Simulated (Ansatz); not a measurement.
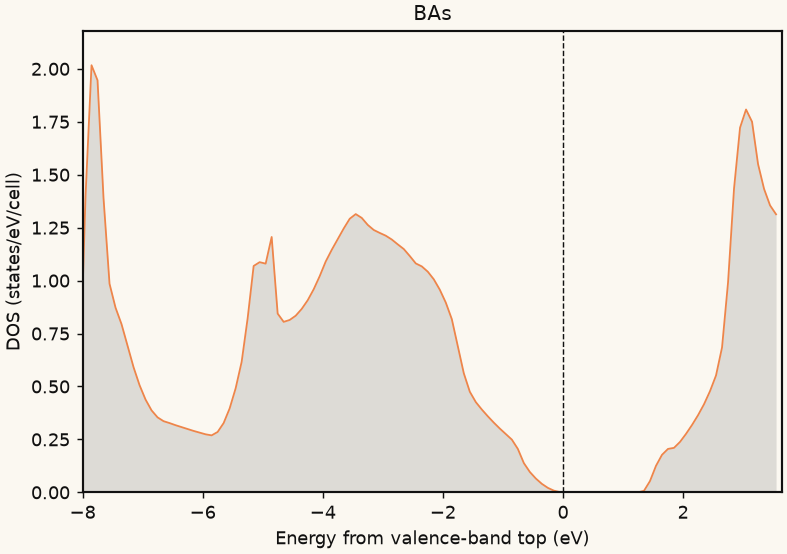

Density of states. Energies are counted from the top of the valence band.

The Ansatz input:

```
crystal:
  lattice:
    - [0.0, 2.409627, 2.409627]
    - [2.409627, 0.0, 2.409627]
    - [2.409627, 2.409627, 0.0]
  atoms:
    - { symbol: B, position: [0.25, 0.25, 0.25] }
    - { symbol: As, position: [0.0, 0.0, 0.0] }
basis:
  ecutwfc: 420
kpoints:
  mp_grid: { grid: [6, 6, 6] }
hamiltonian:
  xc: pbe
scf:
  occupations: { method: gaussian, width: 0.1 }
  eigensolver: { kind: davidson, full_accuracy: true }
  max_iter: 83
output:
  forces: true
  stress: true
  eigenvalues: true
  dos: {}
```

Launched with:
```bash
ansatz run input.yaml --threads 1 --pin off --max-ram 1331MiB --backend cpu --events-out ev --progress --plain --runs-dir out
```

**Is there a gap at the Fermi level, and how wide?**

There is a gap; over the k points computed it is 1.30 eV.

The k mesh is coarse for this system.
